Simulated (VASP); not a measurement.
## BP: cell size against the level of theory

Which functional gives the lattice of BP as experiment finds it, and is a dearer one worth its cost? The levels: LDA, PBE, r2SCAN, PBE + D3(BJ), r2SCAN + rVV10, AM05, revPBE + D3(BJ) and BLYP + D3(BJ). LASPH is on for some levels and off for others; the table marks which. The start is a cell from a database of measured crystal structures.

Calculated with VASP 6.6.1; LDA; plane waves and PAW (B, P), in the first sound run; inputs show where later runs differ.

The experiments to compare with:

“Thermal expansion coefficients of high thermal conducting BAs and BP materials” (2019, arxiv:1906.04101) reports for BP, zinc blende, by single-crystal XRD (Mo K-alpha) (metal-flux-grown single crystal, 100 K): lattice constant a (cubic a at 100 K) 4.5383 ± 0.0008 Å.

## 1. Set-up

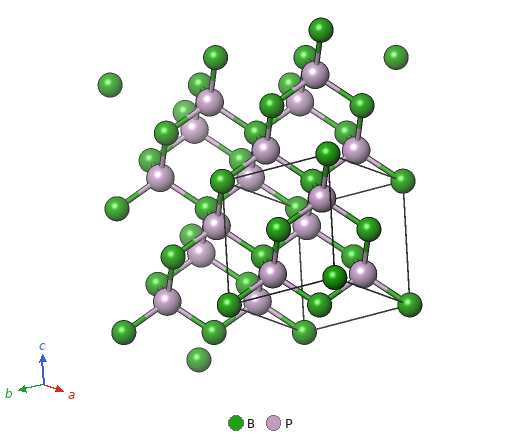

The starting structure, seen from a free direction (boron green, phosphorus pink). 1×2×2 cells are drawn. This picture shows the conventional cell, with its axes. Bonds to atoms that aren't drawn are left out. Some periodic images of atoms are drawn too.

As a file:

```cif
data_structure
_symmetry_space_group_name_H-M 'F-43m'
_symmetry_Int_Tables_number 216
_cell_length_a 4.5380
_cell_length_b 4.5380
_cell_length_c 4.5380
_cell_angle_alpha 90.000
_cell_angle_beta 90.000
_cell_angle_gamma 90.000
_cell_volume 93.45
loop_
_atom_site_label
_atom_site_type_symbol
_atom_site_symmetry_multiplicity
_atom_site_Wyckoff_symbol
_atom_site_fract_x
_atom_site_fract_y
_atom_site_fract_z
_atom_site_occupancy
B1 B 4 a 0.00000 0.00000 0.00000 1
P1 P 4 d 0.25000 0.25000 0.75000 1
```

## 2. Relaxation with LDA

Properties are meant for the cell that this level of theory prefers, so cell and atoms are relaxed first (ISIF = 3) until forces and stress are small; EDIFFG sets the threshold. LDA, the lowest rung, knows the local density alone.

INCAR

```
SYSTEM = BP
PREC = Accurate
ENCUT = 520
EDIFF = 1E-06
NELM = 100
ISMEAR = -1
SIGMA = 0.05
LREAL = .FALSE.
ALGO = Normal
GGA = CA
NBANDS = 10
LORBIT = 11
LWAVE = .FALSE.
LCHARG = .FALSE.
KPAR = 2
IBRION = 2
NSW = 60
ISIF = 3
EDIFFG = -0.01
```

POSCAR

```
BP
1.0
    0.0000000000      2.2690000000      2.2690000000
    2.2690000000      0.0000000000      2.2690000000
    2.2690000000      2.2690000000      0.0000000000
B P
1 1
Direct
    0.0000000000      0.0000000000      0.0000000000
    0.2500000000      0.2500000000      0.2500000000
```

KPOINTS

```
Automatic mesh
0
Gamma
10 10 10
0 0 0
```

Potentials, in the order of the species: B and P (PBE family, release 64).

On the command line:

```sh
$ mpirun -np 2 vasp_std
```

The log of the run:

```text
[banner, memory and clock lines left out]
running    2 mpi-ranks, on    1 nodes
 distrk:  each k-point on    1 cores,    2 groups
 distr:  one band on    1 cores,    1 groups

 POSCAR found type information on POSCAR B P
 POSCAR found :  2 types and       2 ions
|                                                                             |
|               ----> ADVICE to this user running VASP <----                  |
|                                                                             |
|     You enforced a specific xc type in the INCAR file but a different       |
|     [... a line on the potential file left out ...]
|     I HOPE YOU KNOW WHAT YOU ARE DOING!                                     |
|                                                                             |

 LDA part: xc-table for (Slater(with rela. corr.)+CA(PZ))
 , standard interpolation
 POSCAR, INCAR and KPOINTS ok, starting setup
 FFT: planning ... GRIDC
 FFT: planning ... GRID_SOFT
 FFT: planning ... GRID
 WAVECAR not read
 entering main loop
       N       E                     dE             d eps       ncg     rms          rms(c)
DAV:   1     0.869919423753E+01    0.86992E+01   -0.40206E+03   940   0.717E+02
DAV:   2    -0.144351818289E+02   -0.23134E+02   -0.21836E+02  1306   0.113E+02
DAV:   3    -0.150323274227E+02   -0.59715E+00   -0.59641E+00  1138   0.171E+01
DAV:   4    -0.150345360552E+02   -0.22086E-02   -0.22084E-02  1192   0.121E+00
DAV:   5    -0.150345464680E+02   -0.10413E-04   -0.10413E-04  1152   0.748E-02    0.615E+00
DAV:   6    -0.143785135841E+02    0.65603E+00   -0.15286E+00  1054   0.570E+00    0.318E+00
DAV:   7    -0.142699537233E+02    0.10856E+00   -0.24238E-01  1212   0.264E+00    0.113E+00
DAV:   8    -0.142578657073E+02    0.12088E-01   -0.33664E-02  1116   0.100E+00    0.213E-01
DAV:   9    -0.142578879800E+02   -0.22273E-04   -0.67605E-04  1058   0.194E-01    0.150E-01
DAV:  10    -0.142578836647E+02    0.43153E-05   -0.14447E-04  1088   0.719E-02    0.269E-02
DAV:  11    -0.142578852490E+02   -0.15842E-05   -0.44885E-06  1134   0.122E-02    0.279E-02
DAV:  12    -0.142578849732E+02    0.27582E-06   -0.20121E-06   612   0.631E-03
   1 F= -.14257885E+02 E0= -.14257885E+02  d E =-.142579E+02
 curvature:   0.00 expect dE= 0.000E+00 dE for cont linesearch  0.000E+00
 trial: gam= 0.00000 g(F)=  0.213E-47 g(S)=  0.291E-01 ort = 0.000E+00 (trialstep = 0.100E+01)
 search vector abs. value=  0.291E-01
 bond charge predicted
       N       E                     dE             d eps       ncg     rms          rms(c)
DAV:   1    -0.142817959298E+02   -0.23911E-01   -0.61797E-01  1054   0.521E+00    0.912E-01
DAV:   2    -0.142658503465E+02    0.15946E-01   -0.32766E-02  1044   0.975E-01    0.484E-01
DAV:   3    -0.142615719754E+02    0.42784E-02   -0.91553E-03  1052   0.465E-01    0.125E-01
DAV:   4    -0.142612573184E+02    0.31466E-03   -0.36264E-04  1122   0.118E-01    0.941E-02
DAV:   5    -0.142612053780E+02    0.51940E-04   -0.55064E-05  1128   0.452E-02    0.457E-02
DAV:   6    -0.142612037473E+02    0.16307E-05   -0.21079E-06   930   0.947E-03    0.340E-03
DAV:   7    -0.142612037452E+02    0.21548E-08   -0.11098E-07   516   0.204E-03
   2 F= -.14261204E+02 E0= -.14261204E+02  d E =-.331877E-02
 trial-energy change:   -0.003319  1 .order   -0.002937   -0.029135    0.023262
 step:   0.5668(harm=  0.5560)  dis= 0.00000  next Energy=   -14.266211 (dE=-0.833E-02)
 bond charge predicted
       N       E                     dE             d eps       ncg     rms          rms(c)
DAV:   1    -0.142701198812E+02   -0.89161E-02   -0.11442E-01  1050   0.221E+00    0.388E-01
DAV:   2    -0.142671180838E+02    0.30018E-02   -0.63657E-03  1046   0.425E-01    0.205E-01
DAV:   3    -0.142663308383E+02    0.78725E-03   -0.16606E-03  1060   0.198E-01    0.480E-02
DAV:   4    -0.142662666128E+02    0.64225E-04   -0.76541E-05  1112   0.530E-02    0.359E-02
DAV:   5    -0.142662581118E+02    0.85010E-05   -0.89227E-06  1130   0.184E-02    0.187E-02
DAV:   6    -0.142662577842E+02    0.32760E-06   -0.37270E-07   502   0.389E-03
   3 F= -.14266258E+02 E0= -.14266258E+02  d E =-.837281E-02
 curvature:  -0.28 expect dE=-0.481E-07 dE for cont linesearch -0.481E-07
 trial: gam=-0.00243 g(F)=  0.143E-48 g(S)=  0.173E-06 ort = 0.710E-04 (trialstep = 0.913E+00)
 search vector abs. value=  0.101E-09
 reached required accuracy - stopping structural energy minimisation
```

It took 6 s on 2 MPI ranks of Intel Xeon 6975P-C (Granite Rapids), shared host; peak memory 0.23 GiB; 11 s of CPU time.

The logs omit lines about the potential files and the build; timing stands in the text.

Parts of OUTCAR (step 2):

```text
ion  position               nearest neighbor table
   1  0.000  0.000  0.000-   2 1.97   2 1.97   2 1.97   2 1.97
   2  0.250  0.250  0.250-   1 1.97   1 1.97   1 1.97   1 1.97

  LATTYP: Found a face centered cubic cell.
 ALAT       =     4.5380000000

 Subroutine GETGRP returns: Found 24 space group operations
 (whereof 24 operations were pure point group operations)

The static configuration has the point symmetry T_d .

 Found     47 irreducible k-points:

   k-points           NKPTS =     47   k-points in BZ     NKDIM =     47   number of bands    NBANDS=     10

   dimension x,y,z NGX =    24 NGY =   24 NGZ =   24
   dimension x,y,z NGXF=    48 NGYF=   48 NGZF=   48

   ENCUT  =  520.0 eV  38.22 Ry    6.18 a.u.   5.97  5.97  5.97*2*pi/ulx,y,z

   NELECT =       8.0000    total number of electrons

 k-points in reciprocal lattice and weights: Automatic mesh
   0.00000000  0.00000000  0.00000000       0.001
   0.10000000  0.00000000  0.00000000       0.008
   0.20000000  0.00000000  0.00000000       0.008
   0.30000000  0.00000000  0.00000000       0.008
   0.40000000  0.00000000  0.00000000       0.008
   0.50000000  0.00000000  0.00000000       0.004
   0.10000000  0.10000000  0.00000000       0.006
   0.20000000  0.10000000  0.00000000       0.024
   0.30000000  0.10000000  0.00000000       0.024
[...]
-0.30000000  0.40000000  0.20000000       0.024
  -0.30000000  0.50000000  0.20000000       0.012

 average (electrostatic) potential at core
       1 -24.4315       2 -80.7731

 E-fermi :   8.1339

 k-point     1 :       0.0000    0.0000    0.0000
  band No.  band energies     occupation
      1      -8.0770      2.00000
      2       7.5691      1.99998
      3       7.5691      1.99998
      4       7.5691      1.99998
      5      10.9919      0.00000
      6      10.9919      0.00000
      7      10.9919      0.00000
      8      15.3430      0.00000
      9      18.9944      0.00000
    ...

 k-point     2 :       0.1000    0.0000    0.0000
  band No.  band energies     occupation
      1      -7.8930      2.00000
      2       6.2533      2.00000
      3       7.2664      2.00000
      4       7.2664      2.00000
      5      11.4099      0.00000
      6      11.4099      0.00000
      7      11.4501      0.00000
      8      15.8209      0.00000
      9      19.1679      0.00000
    ...

 k-point     3 :       0.2000    0.0000    0.0000
  band No.  band energies     occupation
      1      -7.3477      2.00000
      2       3.8774      2.00000
      3       6.6952      2.00000
      4       6.6952      2.00000
      5      11.7034      0.00000
      6      12.1393      0.00000
      7      12.1393      0.00000
      8      16.8499      0.00000
      9      18.5225      0.00000
    ...

  Total       -0.0015466     -0.0015466     -0.0015466      0.0000000      0.0000000      0.0000000
  in kB       -0.1088711     -0.1088711     -0.1088711      0.0000000      0.0000000      0.0000000
  external PRESSURE =      -0.1088711 kB  Pullay stress =       0.0000000 kB

  energy-cutoff  :      520.00
  volume of cell :       22.76
      direct lattice vectors                 reciprocal lattice vectors
    -0.000000000  2.249316266  2.249316266    -0.222289772  0.222289772  0.222289772
     2.249316266 -0.000000000  2.249316266     0.222289772 -0.222289772  0.222289772
     2.249316266  2.249316266  0.000000000     0.222289772  0.222289772 -0.222289772

 POSITION                                       TOTAL-FORCE (eV/Angst)
 -----------------------------------------------------------------------------------
      0.00000      0.00000      0.00000        -0.000000     -0.000000     -0.000000
      1.12466      1.12466      1.12466         0.000000      0.000000      0.000000
 -----------------------------------------------------------------------------------
    total drift:                               -0.000000     -0.000000      0.000000

  FREE ENERGIE OF THE ION-ELECTRON SYSTEM (eV)
  ---------------------------------------------------
  free  energy   TOTEN  =       -14.2662577842 eV

  energy  without entropy=      -14.2662576857  energy(sigma->0) =      -14.26625773

 reached required accuracy - stopping structural energy minimisation

 total charge
# of ion       s       p       d       tot
------------------------------------------
    1        0.660   1.307   0.000   1.967
    2        0.986   1.587   0.000   2.573
--------------------------------------------------
tot          1.646   2.894   0.000   4.541

[... 3 further parts left out ...]
```

The gap is read on the k-mesh alone, so it is an upper bound where the band edges lie off the mesh. The PAW data sets were made with PBE, though LDA sets exist; this is a small mismatch. The run keeps the 24 symmetry operations of its start, so it cannot find a distortion of lower symmetry.

The steps of the relaxation:

```
step  energy less that of the first step (eV)  largest force (eV/Å)  pressure (GPa)  volume (Å³)
   1                                   0.0000                0.0000           -4.35        23.36
   2                                  -0.0033                0.0000            3.64        22.31
   3                                  -0.0084                0.0000           -0.01        22.76
```

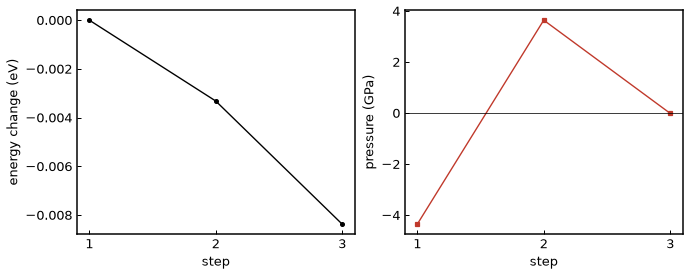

Energy and pressure along the relaxation.

```
conventional cell, symmetrised  before  after  change
                         a (Å)   4.538  4.499  -0.9 %
                         b (Å)   4.538  4.499  -0.9 %
                         c (Å)   4.538  4.499  -0.9 %
              volume (Å³/atom)   11.68  11.38  -2.6 %
```

The relaxed structure:

```cif
data_structure
_symmetry_space_group_name_H-M 'P 1'
_symmetry_Int_Tables_number 1
_cell_length_a 3.1810
_cell_length_b 3.1810
_cell_length_c 3.1810
_cell_angle_alpha 60.000
_cell_angle_beta 60.000
_cell_angle_gamma 60.000
_cell_volume 22.76
loop_
_atom_site_label
_atom_site_type_symbol
_atom_site_fract_x
_atom_site_fract_y
_atom_site_fract_z
_atom_site_occupancy
B1 B 0.00000 0.00000 0.00000 1
P2 P 0.25000 0.25000 0.25000 1
```

This step gave:

* electrons: 8
* bands: 10
* irreducible k-points: 47
* symmetry operations: 24
* free energy (TOTEN): -14.27 eV
* Fermi energy: 8.134 eV
* pressure: -0.01089 GPa
* metallic: no
* valence top at k: 0, 0, 0
* conduction bottom at k: 0.4, 0.4, 0
* least direct gap at k: 0, 0, 0
* SCF cycles over all ionic steps: 25
* gap on the k-mesh: 1.166 eV
* least direct gap on the k-mesh: 3.423 eV

It ends with forces that vanish by symmetry and a pressure of -0.01 GPa. The volume lies -2.6 % from that of the database's start, which holds the thermal and zero-point expansion of its experiment. The conventional cell has a = 4.499 Å.

(Part 1 of 3 ends here.)

[Lines on the potential files, build, host, timing and source positions are cut from VASP's logs without a mark.]

[Logs are printed without paths, hosts, clocks, repeated set-up lines and the standing remarks that a program may print on its own settings, such as how far it seeks lower states.]

[Hosts, paths, dates, database ids (printed as entryN), source tags and the programs' standing remarks are cut or masked in the printed files.]

[A measured line is paired with the nearest computed mode of its activity, which favours agreement.]
